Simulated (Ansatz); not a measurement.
## Two runs on CoO

System: CoO (P-6m2, 2 atoms in the cell).
Method of run 1: Kohn-Sham DFT of a periodic cell, PBE with D3(BJ), Ansatz PAW, spin-polarised (Ansatz 0.2.0).

The structure was built on a prototype by a generator; it need not be a known phase. Text and figures count atoms from 1; the logs count them from 0 in places.

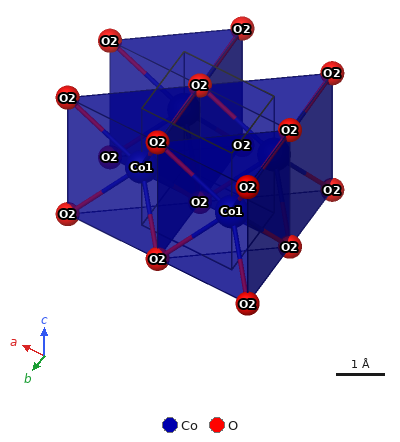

Figure 1. The structure as given in the input (polyhedral view of the cell of the calculation, seen at an oblique angle; polyhedra are completed across the faces of the cell; atoms are numbered from 1 in the order of the input). An atom can appear more than once, as a periodic image.

## Input, run 1
```yaml
crystal:
  lattice:
    - [2.82845, 0.0, 0.0]
    - [-1.41423, 2.44951, 0.0]
    - [0.0, 0.0, 2.72172]
  atoms:
    - { symbol: Co, position: [0.0, 0.0, 0.5], spin: 2.0 }
    - { symbol: O, position: [0.66667, 0.33333, 0.0] }
hamiltonian:
  xc: pbe
  pseudopotentials: { kind: paw }
  dispersion: d3bj
magnetization:
  spin_polarized: true
kpoints:
  mp_grid: { grid: [8, 8, 7] }
scf:
  occupations: { method: fermi_dirac, width: 0.05 }
output:
  forces: true
  stress: true
  eigenvalues: true
  write_density: true
  write_potential: true
  elf: true
  volumetric_format: npy
relax:
  f_tol: 0.01
  max_steps: 40
  cell: { stress_tol: 0.05 }
```

Launched with:
```bash
ansatz run input.yaml --threads 2 --pin off --max-ram 5632MiB --backend cpu --events-out ev --progress --plain --runs-dir out
```

Hardware: 2 threads of Arm Neoverse V2, 24 GiB of memory available, shared host.

## Output, shortened to warnings, some set-up lines, iterations and results (run 1)
```
Warning: the atoms were moved onto the symmetric positions of the space group found under crystal.symmetry.tolerance 1.0e-5 (fractional; no operation is sought that the atoms, as they stand in a round, miss by more than twice it, and no atom is moved by as much as it), and the run uses the moved positions. Before a round's move an operation carried an atom to 1.41e-5 Å from where it should land, …
WARN: dispersion: an atom stands within reach of a switch of its C6 between two reference coordination numbers of its element: through that C6 alone, e_disp changes by 0.025 eV or more while the distances to its neighbours run over a stretch of 0.05 Å that contains this geometry (sites counted from 0 in the run's list of atoms or, in a supercell that it derives, in that cell's: here a list of 2) …
WARN: dispersion: an atom stands within reach of a switch of its C6 between two reference coordination numbers of its element: through that C6 alone, e_disp changes by 0.025 eV or more while the distances to its neighbours run over a stretch of 0.05 Å that contains this geometry (sites counted from 0 in the run's list of atoms or, in a supercell that it derives, in that cell's: here a list of 2) …
Basis set: ecut = 420 eV, 381 PW (Γ), exchange–correlation on 40×40×40 points (8 copies of the dense FFT grid, shifted against one another)
Symmetry: 12 space group operations
k-points: 40 of 448 (time reversal used)
Initial density: superposition of atomic densities (chi_scale 0.1, normalization cell, long waves kept (reshape's long-wave potential 0.00 eV rms))
[...]
SCF iter   1: F=—  HF=-5691.408659 eV  |F-HF|=—  |Δ(HF+E_count)|=         —  Δρ=1.19e-1 (↑1.19e-1 ↓9.14e-2)  dr2=5.96e0  dr2_m=2.31e-1  M=2.235 μB ∫|m|=2.241 μB  β_m=0.30  …
SCF iter   2: F=—  HF=-5691.947696 eV  |F-HF|=—  |Δ(HF+E_count)|=   5.39e-1  Δρ=6.25e-2 (↑6.25e-2 ↓4.35e-2)  dr2=7.30e-1  dr2_m=3.25e-1  M=2.441 μB ∫|m|=2.450 μB  β_m=0.38  …
SCF iter   3: F=—  HF=-5692.245743 eV  |F-HF|=—  |Δ(HF+E_count)|=   2.98e-1  Δρ=4.20e-2 (↑3.98e-2 ↓4.20e-2)  dr2=7.33e-2  dr2_m=2.55e-1  M=2.617 μB ∫|m|=2.632 μB  β_m=0.26  …
SCF iter   4: F=—  HF=-5692.364104 eV  |F-HF|=—  |Δ(HF+E_count)|=         —  Δρ=5.36e-2 (↑4.68e-2 ↓5.36e-2)  dr2=3.39e-2  dr2_m=4.24e-1  M=2.996 μB ∫|m|=3.028 μB  β_m=0.69  …
SCF iter   5: F=—  HF=-5692.398979 eV  |F-HF|=—  |Δ(HF+E_count)|=   3.49e-2  Δρ=2.83e-2 (↑1.90e-2 ↓2.83e-2)  dr2=7.48e-2  dr2_m=7.63e-2  M=3.000 μB ∫|m|=3.043 μB  β_m=0.84  …
[... 61 lines ...]
SCF iter   5: F=—  HF=-5692.458242 eV  |F-HF|=—  |Δ(HF+E_count)|=  5.46e-11  Δρ=5.98e-7 (↑2.05e-7 ↓5.98e-7)  dr2=1.85e-11  dr2_m=1.67e-11  M=3.000 μB ∫|m|=3.052 μB  β_m=0.77  …
SCF iter   6: F=—  HF=-5692.458242 eV  |F-HF|=—  |Δ(HF+E_count)|=  5.37e-11  Δρ=2.93e-7 (↑4.78e-8 ↓2.93e-7)  dr2=5.28e-12  dr2_m=4.20e-12  M=3.000 μB ∫|m|=3.052 μB  β_m=0.89  …
SCF iter   7: F=-5692.458242 eV  HF=-5692.458242 eV  |F-HF|=8.19e-12  |Δ(HF+E_count)|=  2.00e-11  Δρ=2.09e-7 (↑4.63e-8 ↓2.09e-7)  dr2=1.01e-11  dr2_m=1.31e-12  M=3.000 μB …
SCF 7 converged in 7 iterations: F = -5692.458242 eV  dr2 = 1.01e-11
relax step   7: F+E_penalty+E_count = -5692.45824234 eV  Δ(F+E_penalty+E_count) = +8.840e-5 eV  max|allowed force component| = 7.401e-17 eV/Å  Δτ_max = 0.0000 Å  P = +0.002 …
basis re-selected at this cell: Δ(F+E_penalty+E_count) = +8.840e-5 eV, ΔP = -0.003 GPa vs the last step (what re-selecting the basis moved, of the pressure what is left beyond the Pulay correction that the steps carried, after the strain that the cell walked since its last selection, with what the …
SCF converged after 7 iterations
Magnetization: 2.9999 μB (13.0000 up, 10.0000 down)
Absolute magnetization: 3.0521 μB (∫|ρ↑−ρ↓|, with the PAW one-centre terms)
Spin contamination: 0.0117 ħ² per cell (⟨S²⟩ above its minimum at these occupations)
Per-site moments (μB) at R_I (Å): [(2.4964577148557416, 0.8709110214690641), (0.42677456053360613, 0.8709110214690641)]
Free energy (F): -5692.458242 eV
Harris-Foulkes:  -5692.458242 eV  (|F-HF|=8.19e-12)
Internal energy: -5692.432095 eV  (E = F + TS)
E sigma→0 (E₀):  -5692.445169 eV
Entropy (-TS):   -0.026147 eV (-13.074 meV/atom)
Fermi energy:    14.798779 eV
--- Per-component energies (eV) ---
  E_band       = -291.405332
  E_kinetic    = 619.103805
  E_local      = -3383.991501  (includes V_loc(G=0)·N_el)
  E_nonlocal   = 512.019138
  E_hartree    = 1391.510597
  E_xc         = -229.376802
  E_vxc        = -294.860149  (∫ρ·V_xc dr)
  E_paw        = -1675.611402  (= ΣΔE_a)
  E_vpaw       = -526.700073  (= ΣTr[D̂ρ^β])
  E_aug_tail   = 0.002341  (compensation charges beyond the density's cutoff)
  E_ewald      = -2925.622262
  E_disp       = -0.466009  (pairwise vdW)
  E_smearing   = -0.026147  (= −TS)
  E_closure    = 0.000000  (closes the sum)
  Σ components = -5692.458242   (vs F -5692.458242, Δ=0.00e0)
--- Forces (eV/Å), atoms counted from 1 ---
  atom   1  Co     0.00000000     0.00000000     0.00000000
  atom   2  O     -0.00000000     0.00000000    -0.00000000
  max |Σ_I F_I| component: 3.24e-17 eV/Å
--- Stress (GPa, compression-positive) ---
        0.002062       0.000000       0.000000
        0.000000       0.002062      -0.000000
        0.000000      -0.000000       0.002806
  P = ⅓ Tr σ = 0.0023 GPa (0.023 kbar)
--- Relaxed structure (5 steps of the walk, 5 accepted, 2 SCFs on fresh bases) ---
  F+E_penalty+E_count = -5692.45824234 eV   max|allowed force component| = 7.401e-17 eV/Å   (the final SCF, on the basis selected at the relaxed cell)
  cell:  # Å, volume = 18.4521 Å³
    - [2.802873916370254, 2.8606478152770332e-6, 6.58058914382438e-19]
[...]
```

For run 2 the input was changed thus:
```diff
-  xc: pbe
+  xc: lda
-  dispersion: d3bj
```

Predict how the results change.

The total energies belong to different models, so their difference says nothing on which is more stable or more accurate. The volume per atom goes from 9.23 to 8.63 Å³. The functional changes from PBE to LDA. The SCF takes 68 iterations over all geometry steps against 57.

## Output, shortened to warnings, some set-up lines, iterations and results (run 2)
```
Warning: the atoms were moved onto the symmetric positions of the space group found under crystal.symmetry.tolerance 1.0e-5 (fractional; no operation is sought that the atoms, as they stand in a round, miss by more than twice it, and no atom is moved by as much as it), and the run uses the moved positions. Before a round's move an operation carried an atom to 1.41e-5 Å from where it should land, …
Basis set: ecut = 420 eV, 381 PW (Γ)
Symmetry: 12 space group operations
k-points: 40 of 448 (time reversal used)
Initial density: superposition of atomic densities (chi_scale 0.1, normalization cell, long waves kept (reshape's long-wave potential 0.00 eV rms))
[...]
SCF iter   1: F=—  HF=-5615.272242 eV  |F-HF|=—  |Δ(HF+E_count)|=         —  Δρ=1.11e-1 (↑1.11e-1 ↓9.94e-2)  dr2=6.41e0  dr2_m=1.54e-1  M=2.158 μB ∫|m|=2.163 μB  β_m=0.30  …
SCF iter   2: F=—  HF=-5615.851733 eV  |F-HF|=—  |Δ(HF+E_count)|=   5.79e-1  Δρ=5.36e-2 (↑5.36e-2 ↓4.49e-2)  dr2=7.67e-1  dr2_m=2.46e-1  M=2.367 μB ∫|m|=2.374 μB  β_m=0.37  …
SCF iter   3: F=—  HF=-5616.138403 eV  |F-HF|=—  |Δ(HF+E_count)|=   2.87e-1  Δρ=3.89e-2 (↑3.45e-2 ↓3.89e-2)  dr2=6.84e-2  dr2_m=1.98e-1  M=2.520 μB ∫|m|=2.531 μB  β_m=0.48  …
SCF iter   4: F=—  HF=-5616.325624 eV  |F-HF|=—  |Δ(HF+E_count)|=         —  Δρ=5.49e-2 (↑3.64e-2 ↓5.49e-2)  dr2=3.19e-2  dr2_m=3.54e-1  M=2.990 μB ∫|m|=3.017 μB  β_m=0.68  …
SCF iter   5: F=—  HF=-5616.315564 eV  |F-HF|=—  |Δ(HF+E_count)|=   1.01e-2  Δρ=2.61e-2 (↑2.61e-2 ↓9.36e-3)  dr2=3.24e-2  dr2_m=5.26e-2  M=2.998 μB ∫|m|=3.028 μB  β_m=0.82  …
[... 76 lines ...]
SCF iter   5: F=—  HF=-5616.403131 eV  |F-HF|=—  |Δ(HF+E_count)|=  9.55e-10  Δρ=1.52e-6 (↑1.52e-6 ↓1.36e-6)  dr2=1.74e-10  dr2_m=2.77e-10  M=2.974 μB ∫|m|=3.008 μB  β_m=0.77  …
SCF iter   6: F=—  HF=-5616.403131 eV  |F-HF|=—  |Δ(HF+E_count)|=  7.95e-10  Δρ=1.77e-7 (↑1.77e-7 ↓1.53e-7)  dr2=9.43e-13  dr2_m=3.82e-12  M=2.974 μB ∫|m|=3.008 μB  β_m=0.87  …
SCF iter   7: F=-5616.403131 eV  HF=-5616.403131 eV  |F-HF|=1.82e-12  |Δ(HF+E_count)|=  1.09e-11  Δρ=1.67e-7 (↑2.67e-8 ↓1.67e-7)  dr2=2.97e-12  dr2_m=1.36e-12  M=2.974 μB …
SCF 9 converged in 7 iterations: F = -5616.403131 eV  dr2 = 2.97e-12
relax step   9: F+E_penalty+E_count = -5616.40313090 eV  Δ(F+E_penalty+E_count) = +2.268e-4 eV  max|allowed force component| = 5.551e-17 eV/Å  Δτ_max = 0.0000 Å  P = -0.022 …
basis re-selected at this cell: Δ(F+E_penalty+E_count) = +2.268e-4 eV, ΔP = -0.021 GPa vs the last step (what re-selecting the basis moved, of the pressure what is left beyond the Pulay correction that the steps carried, after the strain that the cell walked since its last selection, with what the …
SCF converged after 7 iterations
Magnetization: 2.9742 μB (12.9871 up, 10.0129 down)
Absolute magnetization: 3.0078 μB (∫|ρ↑−ρ↓|, with the PAW one-centre terms)
Spin contamination: 0.0096 ħ² per cell (⟨S²⟩ above its minimum at these occupations)
Per-site moments (μB) at R_I (Å): [(2.422940646519924, 0.8519752736383875), (0.454036562300927, 0.8519752736383875)]
Free energy (F): -5616.403131 eV
Harris-Foulkes:  -5616.403131 eV  (|F-HF|=1.82e-12)
Internal energy: -5616.380602 eV  (E = F + TS)
E sigma→0 (E₀):  -5616.391867 eV
Entropy (-TS):   -0.022529 eV (-11.264 meV/atom)
Fermi energy:    15.769582 eV
--- Per-component energies (eV) ---
  E_band       = -267.902653
  E_kinetic    = 620.781845
  E_local      = -3286.020380  (includes V_loc(G=0)·N_el)
  E_nonlocal   = 518.513021
  E_hartree    = 1350.340550
  E_xc         = -227.465754
  E_vxc        = -294.390482  (∫ρ·V_xc dr)
  E_paw        = -1601.459902  (= ΣΔE_a)
  E_vpaw       = -527.470401  (= ΣTr[D̂ρ^β])
  E_aug_tail   = 0.002537  (compensation charges beyond the density's cutoff)
  E_ewald      = -2991.587692
  E_core_change = 0.515172  (= ΣΔE_core)
  E_smearing   = -0.022529  (= −TS)
  E_closure    = -0.000000  (closes the sum)
  Σ components = -5616.403131   (vs F -5616.403131, Δ=0.00e0)
--- Forces (eV/Å), atoms counted from 1 ---
  atom   1  Co    -0.00000000     0.00000000     0.00000000
  atom   2  O      0.00000000    -0.00000000     0.00000000
  max |Σ_I F_I| component: 3.70e-17 eV/Å
--- Stress (GPa, compression-positive) ---
       -0.025591      -0.000000      -0.000000
       -0.000000      -0.025591       0.000000
       -0.000000       0.000000      -0.014555
  P = ⅓ Tr σ = -0.0219 GPa (-0.219 kbar)
--- Relaxed structure (7 steps of the walk, 7 accepted, 2 SCFs on fresh bases) ---
  F+E_penalty+E_count = -5616.40313090 eV   max|allowed force component| = 5.551e-17 eV/Å   (the final SCF, on the basis selected at the relaxed cell)
  cell:  # Å, volume = 17.2622 Å³
    - [2.7385645525289504, 2.7950128824648198e-6, 2.8928253421661137e-18]
[...]
```

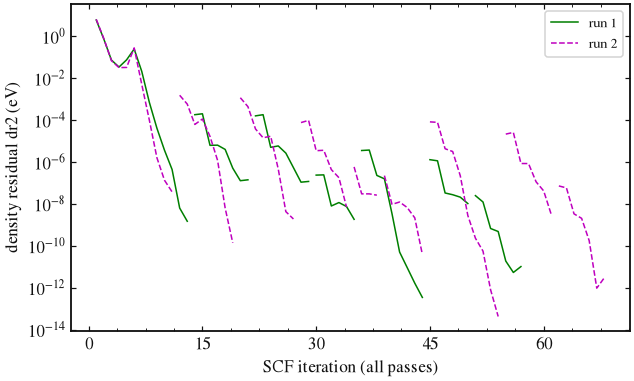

Figure 2. Convergence of the two runs: density residual dr2 against the SCF iteration. A break in a curve parts two SCF passes. Run 1 takes 57 iterations in all, and run 2 takes 68.

## The two runs side by side

```tsv
quantity	run 1	run 2
outcome	converged	converged
free energy per atom (eV)	−2846.2291	−2808.2016
energy per atom, smearing taken to zero (eV)	−2846.2226	−2808.1959
gap on the mesh (eV)	0.00	0.00
net moment of the cell (μB)	3.00	2.97
absolute moment of the cell (μB)	3.05	3.01
pressure (GPa)	0.00	−0.02
volume per atom (Å³)	9.23	8.63
largest force (eV/Å)	0.000	0.000
SCF iterations	57	68
irreducible k-points	40	40
wall time (shared host)	13 s	15 s
```

For both runs: Warnings: the structure was made exactly symmetric.
